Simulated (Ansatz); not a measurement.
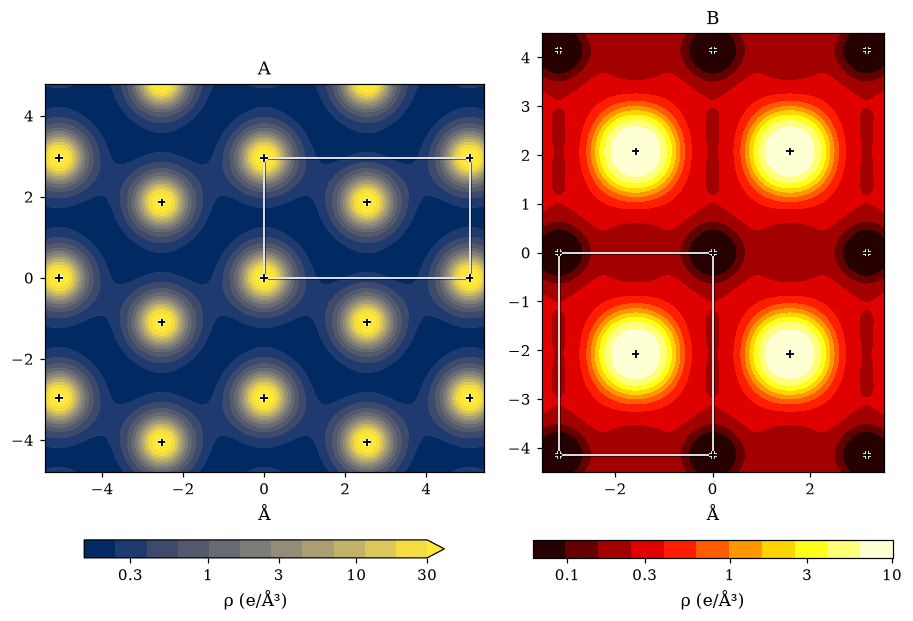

The valence pseudo-density of 2 systems, each on a plane through atoms (crosses mark nuclei in the plane).

All numbers below come from Ansatz 0.2.0, DFT PBEsol, scalar-relativistic, plane waves, PAW.

System 1: AlRu, the (011̄) plane of the conventional cell. Space group P4/mmm; computed without spin polarisation.

```yaml
crystal:
  lattice:
    - [3.15813, 0.00000, 0.00000]
    - [0.00000, 3.15813, 0.00000]
    - [0.00000, 0.00000, 2.68441]
  atoms:
    - { symbol: Al, position: [0.00000, 0.00000, 0.00000] }
    - { symbol: Ru, position: [0.50000, 0.50000, 0.50000] }
```

System 2: Ge, the (010) plane of the conventional cell. Space group Imma; a structure from a database of computed crystals, not necessarily the ambient phase; changed on purpose from its base cell (strain +0.015 along x and y, +0.030 along z, atoms carried along); computed pressure about −6 GPa in this cell.

```cif
data_structure
_symmetry_space_group_name_H-M 'P 1'
_symmetry_Int_Tables_number 1
_cell_length_a 5.0667
_cell_length_b 5.3813
_cell_length_c 2.9601
_cell_angle_alpha 90.000
_cell_angle_beta 90.000
_cell_angle_gamma 90.000
_cell_volume 80.71
loop_
_atom_site_label
_atom_site_type_symbol
_atom_site_fract_x
_atom_site_fract_y
_atom_site_fract_z
_atom_site_occupancy
Ge1 Ge 0.50000 0.25000 0.43594 1
Ge2 Ge 0.00000 0.75000 0.93594 1
Ge3 Ge 0.00000 0.25000 0.06406 1
Ge4 Ge 0.50000 0.75000 0.56406 1
```

**Match each panel to its system.**

Panel A is system 2, Ge: the plane holds Ge. Ge–Ge (2.76 Å): ρ at the midpoint is about 0.28 e/Å³. Panel B is system 1, AlRu: the plane holds Al and Ru. Al–Ru (2.61 Å): ρ is about 0.35 e/Å³ halfway.
